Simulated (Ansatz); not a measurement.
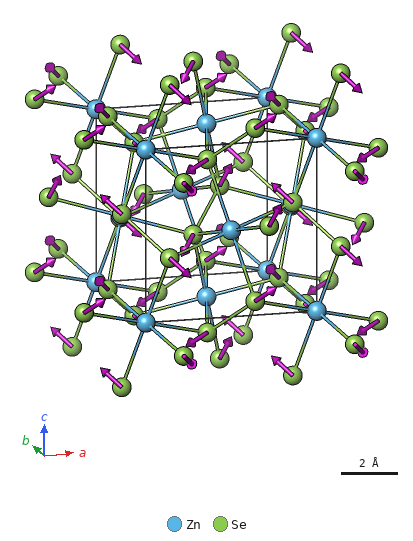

This is a relaxation of crystalline ZnSe$_{2}$ (set up in Pa-3). The starting structure is drawn; purple arrows show the displacements (the part carried along by the change of the cell is left out), magnified 50 times.

The picture is a ball-and-stick view of the cell of the calculation, seen slightly off an axis.

All numbers below come from DFT LDA, scalar-relativistic, plane waves, PAW in Ansatz. (plane-wave cutoff 420 eV; k-point mesh 4 × 4 × 4; occupations gaussian; smearing width 0.02 eV; no spin polarisation; cell and atoms relaxed; force threshold 0.005 eV/Å; at most 80 steps)

Atoms of which element are displaced furthest, and by how much?

Answer. Selenium: up to 0.022 Å, against 0.000 Å for zinc.

What did the optimiser do to the structure, and how much energy did it gain?

Answer. Over 3 accepted moves (4 points after the start) the energy falls by 0.470 eV per cell of the calculation. The largest force component goes from 0.044 to 0.00017 eV/Å. The pressure goes from −5.86 to −0.05 GPa. At 1 point the geometry stayed and the basis and grid were re-selected for the new cell (energy shift of 5.7 meV per cell of the calculation at most each time). The largest moves relative to the cell, 0.022 Å, are those of Se atoms. Zn stays in place. Cell: a = b = c 6.374 → 6.174 Å (−3.1 %). Volume −9.1 %. Near-neighbour distances that change, for instance: Se–Zn 2.680 → 2.591 Å, Se–Se 2.396 → 2.365 Å. The space group stays Pa-3 (No. 205). Cost: 61 s on 4 threads of AMD EPYC (Zen 3) (shared host), peak memory 0.99 GiB.
